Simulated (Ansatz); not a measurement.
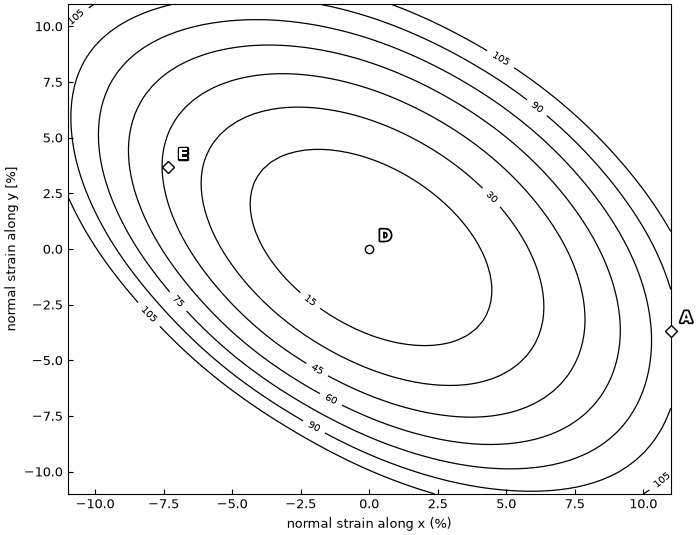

TiAl3 (I4/mmm, No. 139; 4 atoms in the cell). The energy is mapped over two homogeneous strains (x along [1 0 0], y along [0 1 0], z along [0 0 1] of the conventional cell). The first coordinate is: normal strain along x; the second: normal strain along y. Nothing is relaxed (fractional coordinates fixed). The scan uses a 7 × 7 grid; 28 points were computed and 21 follow by symmetry. Points are written as (first, second). Energies: meV/atom, counted from the lowest grid point. Method: DFT PBE, scalar-relativistic, plane waves, PAW (Ansatz). Settings: cutoff 520 eV, k-mesh 14×14×14, gaussian smearing 0.15 eV, no spin polarisation.

The picture shows contour lines labelled in meV/atom (none above 105), lettered points. Between grid points the surface is interpolated.

Q: Is D the lowest point of the computed grid?

A: Yes. D, at (0.0 %, 0.0 %), has the lowest energy of the grid.

Q: Rank the lettered points by energy, lowest first.

A: D (0 meV/atom), E (42 meV/atom), A (85 meV/atom).

PAW datasets: the set soft_1.
